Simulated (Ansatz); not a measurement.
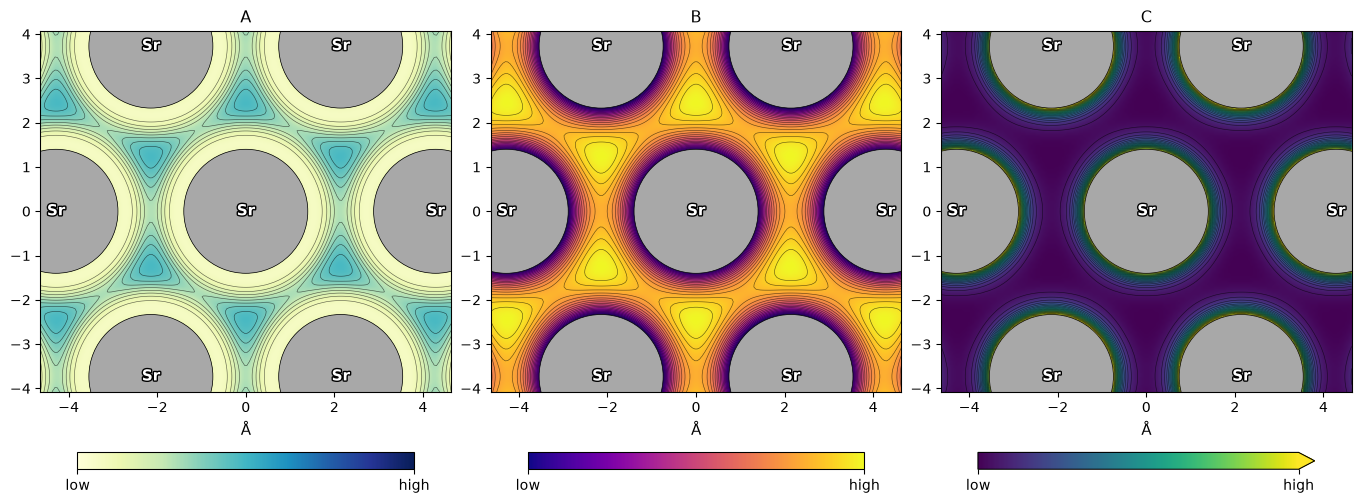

Sr: 3 fields on the (011) plane of the conventional cell, with unlabelled colour scales. Grey discs cover the atomic cores.

Space group Immm; changed on purpose from its base cell (strain +0.0075 x Voigt [0, 0, 0, 0, 0, 1], atoms carried along).

Level of theory: DFT PBEsol, scalar-relativistic, plane waves, PAW in Ansatz.

### Match the panels to the quantities (electron localisation function, electrostatic potential energy of an electron and valence pseudo-density).

Panel A: electron localisation function. Panel B: electrostatic potential energy of an electron (low next to the atoms, rising into the space between them). Panel C: valence pseudo-density. From the grid: Sr–Sr (4.29 Å): the density is about 0.04 e/Å³ at the midpoint; the ELF is about 0.30 at the midpoint; no shared electron pair shows on this line.
